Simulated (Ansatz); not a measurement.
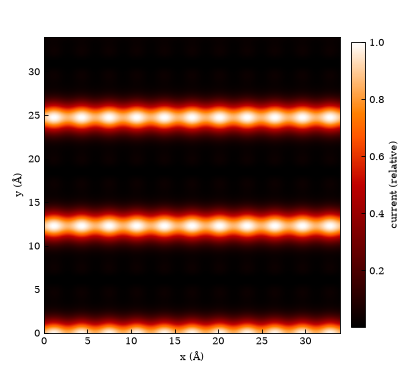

Simulated STM image (constant-height image 3.0 Å above the topmost atom, sample bias +0.25 V).

The STM signal is simulated in the Tersoff–Hamann approximation. Bias windows are sharp sums over the levels of the k mesh.

What is the lattice of this pattern?

The pattern repeats on a rectangular lattice with shortest vectors of 3.2 Å and 12.5 Å at 90°, a cell of 39.7 Å².

The surface:

WS2(100) (P6_3/mmc bulk, 8 atomic planes (those closer than 0.6 Å count as one), 9 Å, S2W-terminated). The brightest spots lie over the top W atoms; the darkest points are over the W atoms 0.9 Å below the top plane, the top S atoms and the sites above the S atoms 2.8 Å below the top plane.

Method: DFT PBEsol, scalar-relativistic, plane waves, PAW (Ansatz 0.2.0). Cutoff 420 eV, 18 × 5 k-points, Gaussian smearing 0.05 eV, dipole correction. The slab is a cut without reconstruction beyond its cell, at the source's lattice constants, with its lower half held fixed and the rest relaxed. No spin polarisation. Spin–orbit coupling is left out; with W it can shift levels and gaps. The run warns that the functional's potential is rough in the thin density of the vacuum, where the tip is; weak contrasts and barriers may feel it. On this mesh the free atoms still feel up to 0.14 eV/Å.
